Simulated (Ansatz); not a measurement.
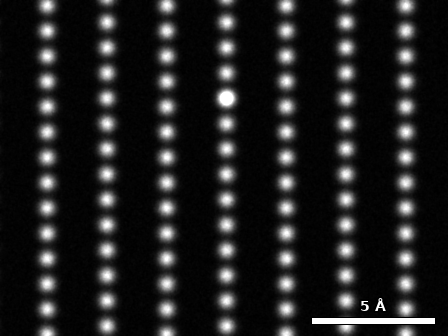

Dark-field STEM-like image of Ge (P6_3/mmc, No. 194) along [310]. Simulated incoherent Z contrast: every atom adds Z^1.7 spread by a probe of 0.50 Å full width; channelling and multiple scattering are left out. Shot noise was added.

The sample is 1 repeat (8.4 Å) thick. One point defect was put into the perfect crystal, without relaxing the atoms around it. Brightness is counted from the darkest point of the image. Host structure: coordinates from a relaxation with DFT, BLYP, plane waves (420 eV) with PAW, scalar-relativistic in Ansatz 0.2.0; the starting structure was generated, so it need not be a known form of this composition.

Where is the defect (in Å from the left and the top edge), and what does its contrast suggest?

At about 9 Å from the left and 4 Å from the top. The column is brighter, which points to a heavier atom. The column holds 1 atom (Ge) through the sample, and one Ge atom is replaced by Sn, so its peak rises to about 215 % of that of its equals.
